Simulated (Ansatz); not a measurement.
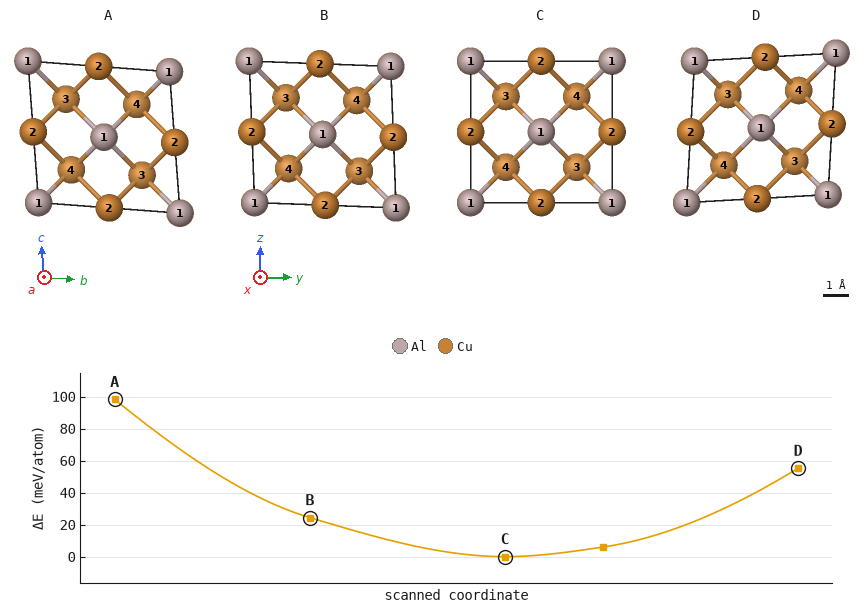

A scan of crystalline AlCu₃ (Fm-3m) along one coordinate. x, y and z are the Cartesian axes of the input. A ball-and-stick model of the conventional cell (4 times the calculation's cell), seen along the a axis. Lengths and directions refer to the drawn axes.

Theory: DFT PBEsol, scalar-relativistic, plane waves, PAW in Ansatz. Settings: plane-wave cutoff 420 eV; k-point mesh 14 × 14 × 14; occupations gaussian; smearing width 0.15 eV; no spin polarisation. Energies (free energies at the smearing named) are counted from the relaxed crystal.

**What is being scanned?**

The cell is strained in shear in the yz plane, with the atoms kept at their fractional coordinates. In the frames the strain is −0.15 (A), −0.075 (B), 0.00 (C), 0.1125 (D). Of the computed points the lowest is at the strain 0.00, 0.0 meV/atom. The end points stand at 98.2 meV/atom (−0.15) and 55.2 meV/atom (0.1125). The distortion takes the space group from Fm-3m to Immm. At the strain −0.15 the cell of the drawing goes b 5.767 → 5.783 Å, c 5.767 → 5.783 Å, α 90.0° → 98.6°.
